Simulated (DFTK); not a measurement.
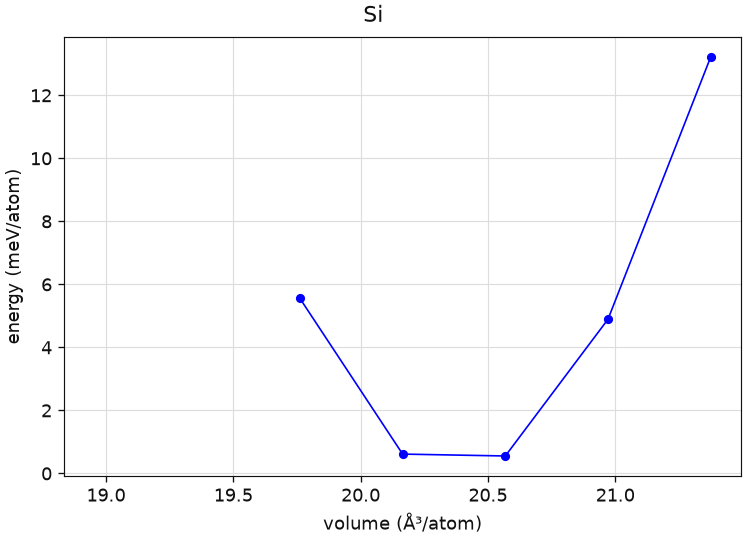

The picture above shows the energy against volume for Si, space group Fd-3m (No. 227).

Starting cell:
```
CELL_PARAMETERS angstrom
0.00000 2.72185 2.72185
2.72185 0.00000 2.72185
2.72185 2.72185 0.00000
ATOMIC_POSITIONS crystal
Si 0.50000 0.50000 0.50000
Si 0.75000 0.75000 0.75000
```

How it was computed, with DFTK 0.8.2: plane-wave DFT, no spin polarisation; energies at scaled volumes of the given cell, shape and fractions fixed, counted from the fit's minimum, third-order Birch-Murnaghan fit. Level: r2SCAN.

- k mesh: 5×5×5
- occupations: Fermi–Dirac
- smearing width: 0.05 eV
- potentials: sg15 pbe 1.2
- wave cutoff: 1225 eV

The points at volume 18.95 Å³/atom and 19.36 Å³/atom are left out of the plot. What values does the calculation give there?

| volume (Å³/atom) | energy (meV/atom) |
| --- | --- |
| 18.95 | 32.26 |
| 19.36 | 15.91 |
